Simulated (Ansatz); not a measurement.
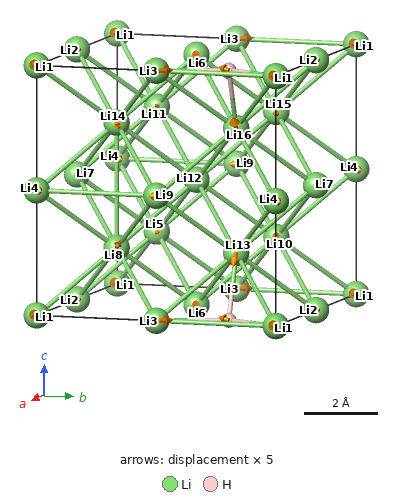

A relaxation of a defect cell of composition Li16H. The starting structure is drawn; orange arrows show the displacements, magnified 5 times.

The picture is a ball-and-stick view of the cell of the calculation, seen slightly off an axis.

It is an interstitial H in bcc Li. The run prepares an end point of a later path (interstitial hop) calculation, from a guessed geometry.

The calculation used DFT PBEsol, scalar-relativistic, plane waves, PAW in Ansatz 0.2.0. (plane-wave cutoff 420 eV; k-point mesh 3 × 3 × 3; occupations fermi dirac; smearing width 0.1 eV; no spin polarisation; atoms relaxed in a fixed cell; force threshold 0.03 eV/Å; at most 60 steps)

### Atoms of which element are displaced furthest, and by how much?

Lithium: up to 0.10 Å, against 0.06 Å for hydrogen.

### What did the optimiser do to the structure, and how much energy did it gain?

After 2 geometry steps the energy has fallen by 56.9 meV per cell of the calculation. The largest force component goes from 0.23 to 0.019 eV/Å. The largest move is that of a Li atom, 0.10 Å along [−1 1 0]. Largest moves by element: Li 0.10 Å, H 0.06 Å. The lattice vectors keep their values. Some distances before and after: Li–Li 3.022 → 2.863 Å, H–Li 2.022 → 1.870 Å, Li–Li 3.490 → 3.352 Å, H–Li 1.970 → 1.860 Å. Bond angles that change, for instance: Li–H–Li 104.8° → 101.6°, Li–H–Li 103.4° → 101.3°.

Limits of the set-up: the periodic images lie only 7.0 Å apart, so the values are limited by the cell's size.
